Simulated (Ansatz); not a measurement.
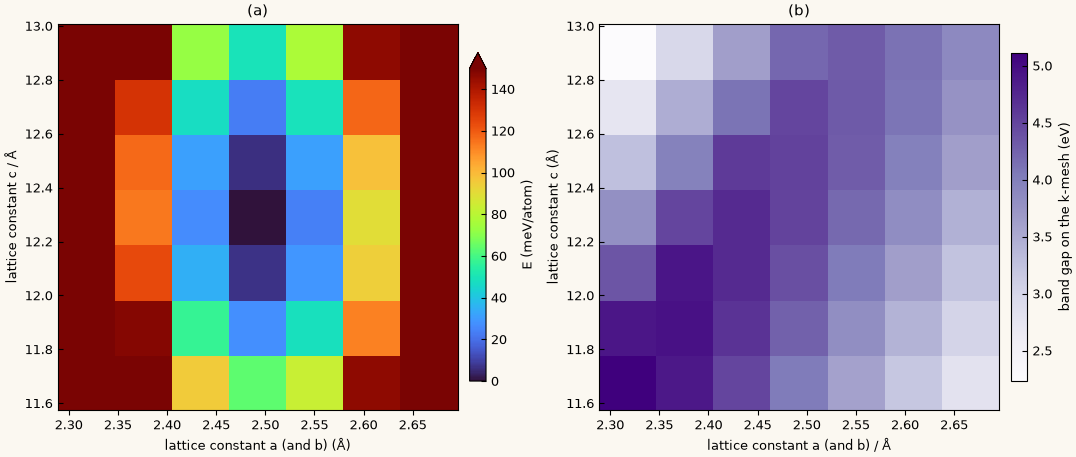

C (P6_3/mmc, No. 194; 12 atoms in the cell). The energy is mapped over the lattice constants a and c of the conventional cell. First axis: lattice constant a (and b). Second axis: lattice constant c. Nothing is relaxed (fractional coordinates fixed). Grid: 7 × 7 points. Points are written as (first, second). Energies are in meV/atom, from the lowest grid point. Method: DFT LDA, scalar-relativistic, plane waves, PAW (Ansatz). Settings: cutoff 520 eV, k-mesh 12×12×2 in the order of the run's cell vectors, gaussian smearing 0.05 eV, no spin polarisation.

Panel (a) is the energy and panel (b) the computed band gap on the k-mesh on the same grid.

In the figure: one coloured cell a grid point, one colour for all values above the top of the scale.

> How does the band gap on the k-mesh vary over the map, and what is it at the lowest grid point?

It runs from 2.23 eV at (2.318 Å, 12.906 Å) to 5.12 eV at (2.318 Å, 11.677 Å). At the lowest grid point, (2.492 Å, 12.292 Å), it is 4.51 eV.

PAW datasets: the set soft_1.
